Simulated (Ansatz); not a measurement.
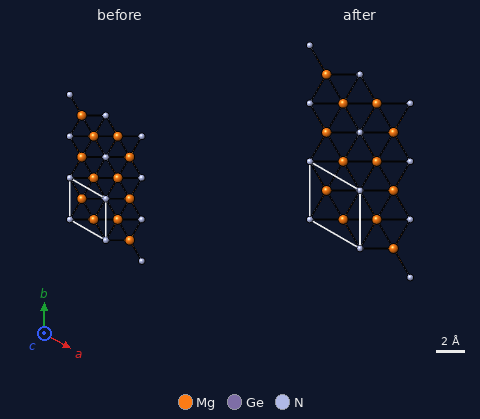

The structure of a crystal of Mg2Ge2N (a generated structure, set up in P6/mmm) (coarse preliminary run) before (left) and after (right) a relaxation, at one scale.

The picture is a ball-and-stick view of the cell of the calculation, repeated 2 × 3 × 1 with one cell outlined, seen along the c axis.

Method: Ansatz 0.2.0, DFT PBE, scalar-relativistic, plane waves, PAW. (plane-wave cutoff 420 eV; k-point mesh 6 × 6 × 4; occupations gaussian; smearing width 0.1 eV; no spin polarisation; cell and atoms relaxed; force threshold 0.04 eV/Å; at most 70 steps)

Q: Summarise the run.

A: The energy falls by 5807 meV per atom in 12 accepted moves (14 points after the start). All forces vanish by symmetry, so only the cell relaxes. The pressure goes from 233.90 to 0.17 GPa. The SCF was repeated twice at an unchanged geometry on a basis and grid sized afresh for the cell, which shifted the energy by 236 meV per atom at most. No atom moves by more than 0.005 Å relative to the cell. Cell: a = b 3.002 → 4.188 Å (+39.5 %), c 7.002 → 5.954 Å (−15.0 %). Volume +65.6 %. Near-neighbour distances that change, for instance: Mg–N 1.733 → 2.418 Å, Ge–Ge 1.733 → 2.418 Å, Mg–Mg 1.733 → 2.418 Å, Ge–Mg 3.501 → 2.977 Å. The space group stays P6/mmm (No. 191).
